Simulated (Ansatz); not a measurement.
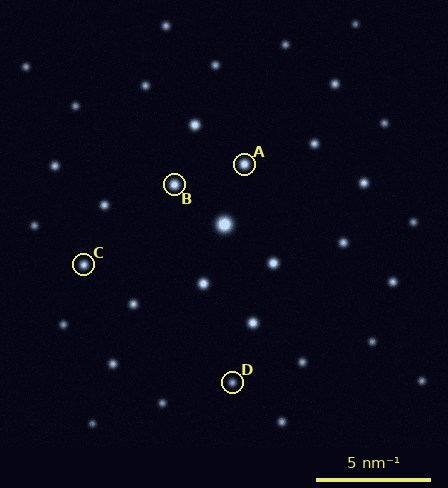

Kinematic zone-axis pattern, calculated for 100 keV electrons with B = 0.5 Å². The zone axis points towards the electron source and the pattern is seen from the source side.

Crystal: Ta, space group Fd-3m (No. 227), a = 6.205 Å. Structure: the input geometry of an electronic-structure calculation (not necessarily at equilibrium); the starting structure was generated, so it need not be a known form of this composition.

```
Ta
1.0
     6.20539    0.00000    0.00000
     0.00000    6.20539    0.00000
     0.00000    0.00000    6.20539
Ta
8
Direct
  0.75000 0.75000 0.75000
  0.00000 0.50000 0.00000
  0.75000 0.25000 0.25000
  0.00000 0.00000 0.50000
  0.25000 0.75000 0.25000
  0.50000 0.50000 0.50000
  0.25000 0.25000 0.75000
  0.50000 0.00000 0.00000
```

Spot A is indexed -1 1 -1 and spot B -1 1 1.

Q: What are the indices of the remaining marked spots?

A: C = −2A + 2B = 0 0 4 (d = 1.551 Å). D = −2A − B = 3 -3 1 (d = 1.424 Å).

Q: Give [uvw].

A: The cross product of A and B is parallel to [110]; every spot obeys hu + kv + lw = 0.

Q: What are the spacings of A and B and the angle between them?

A: d(A) = 3.583 Å, d(B) = 3.583 Å, and the angle is 70.5°.
